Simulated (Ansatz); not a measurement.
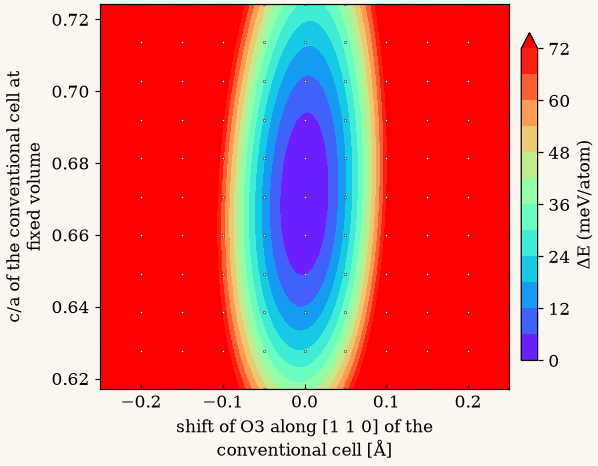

SnO2 (P4_2/mnm, No. 136; 6 atoms in the cell). The energy is mapped over a free internal coordinate and the cell. First axis: shift of O3 along [1 1 0] of the conventional cell, Cartesian (0.71 0.71 0), its symmetry partners moved as symmetry demands (measured in the relaxed cell). Second axis: c/a of the conventional cell at fixed volume. Nothing is relaxed (all other coordinates fixed). The scan uses an 11 × 11 grid. Points are written as (first, second). All energies are given in meV/atom relative to the lowest grid point. Level of theory: DFT PBE, scalar-relativistic, plane waves, PAW in Ansatz 0.2.0. Settings: cutoff 520 eV, k-mesh 6×6×8 in the order of the run's cell vectors, gaussian smearing 0.05 eV, no spin polarisation.

The picture shows filled contours, dots at the grid points, one colour for all values above the top of the scale. Between grid points the surface is interpolated.

**Estimate the position of the minimum and the force constants in these coordinates.**

The interpolated minimum is at the first coordinate ≈ 0.000 Å, the second coordinate ≈ 0.671. The curvatures there are about 80 eV/Å² and 139 eV, with a cross term of about −11 eV/Å (per cell of 6 atoms). Round the minimum the two coordinates are weakly coupled (coupling −0.10 in units of the two stiffnesses).

PAW datasets: the set soft_1.
